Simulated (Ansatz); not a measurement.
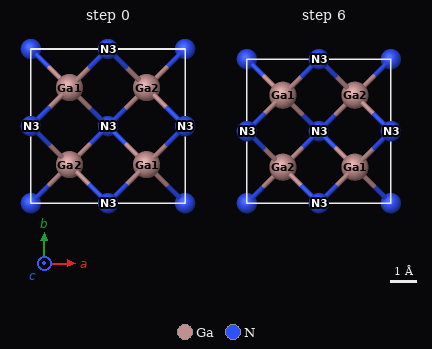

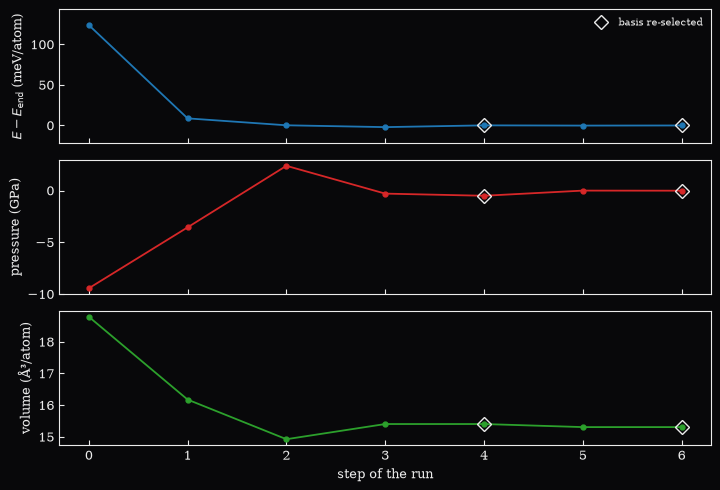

First and last geometry of a relaxation of a crystal of Ga2N (a generated structure, set up in Fm-3m) (coarse preliminary run), with the history of the run. The picture is a ball-and-stick view of the conventional cell (4 times the calculation's cell), seen along the c axis. Lengths and directions refer to the drawn axes.

All numbers below come from DFT PBE, scalar-relativistic, plane waves, PAW in Ansatz.

The input:
```yaml
crystal:
  lattice:
    - [0.0, 3.04336698, 3.04336698]
    - [3.04336698, 0.0, 3.04336698]
    - [3.04336698, 3.04336698, 0.0]
  atoms:
    - { symbol: Ga, position: [0.25, 0.25, 0.25] }
    - { symbol: Ga, position: [0.75, 0.75, 0.75] }
    - { symbol: "N", position: [0.5, 0.5, 0.5] }
basis:
  ecutwfc: 420
kpoints:
  mp_grid: { grid: [6, 6, 6] }
hamiltonian:
  xc: pbe
scf:
  occupations: { method: gaussian, width: 0.1 }
  lower_state_search: "off"
output:
  forces: true
  stress: true
  eigenvalues: true
relax:
  adjacent_minimum: "off"
  f_tol: 0.04
  max_steps: 70
  cell: { stress_tol: 0.4 }
```

Run as
```bash
ansatz run input.yaml --threads 1 --pin off --max-ram 2560MiB --backend cpu --events-out ev --progress --plain --runs-dir out
```

**What do the curves and the structures tell?**

It converged. Over 4 accepted moves (6 points after the start) the energy falls by 124 meV per atom. All forces vanish by symmetry, so only the cell relaxes. Pressure: −9.43 GPa at the start and −0.01 GPa at the end. The SCF was repeated twice at an unchanged geometry on a basis and grid sized afresh for the cell, which shifted the energy by 2.2 meV per atom at most. No atom moves by more than 0.005 Å relative to the cell. Cell: a = b = c 6.087 → 5.684 Å (−6.6 %). Volume −18.5 %. Some distances before and after: Ga1–N3 2.636 → 2.461 Å. The space group stays Fm-3m (No. 225). The run took 7.9 s on 1 thread of Arm Neoverse V1, with other jobs on the host, peak memory 0.31 GiB.

```json
{"step": "0", "E − E(0), meV/atom": "0.00", "pressure, GPa": "-9.43", "volume, Å³/atom": "18.792", "note": ""}
{"step": "1", "E − E(0), meV/atom": "-115.13", "pressure, GPa": "-3.55", "volume, Å³/atom": "16.175", "note": ""}
{"step": "2", "E − E(0), meV/atom": "-123.67", "pressure, GPa": "2.39", "volume, Å³/atom": "14.924", "note": ""}
{"step": "3", "E − E(0), meV/atom": "-125.94", "pressure, GPa": "-0.30", "volume, Å³/atom": "15.404", "note": ""}
{"step": "4", "E − E(0), meV/atom": "-123.76", "pressure, GPa": "-0.50", "volume, Å³/atom": "15.404", "note": "same geometry, new basis"}
{"step": "5", "E − E(0), meV/atom": "-124.04", "pressure, GPa": "0.00", "volume, Å³/atom": "15.307", "note": ""}
{"step": "6", "E − E(0), meV/atom": "-123.90", "pressure, GPa": "-0.01", "volume, Å³/atom": "15.307", "note": "same geometry, new basis"}
```
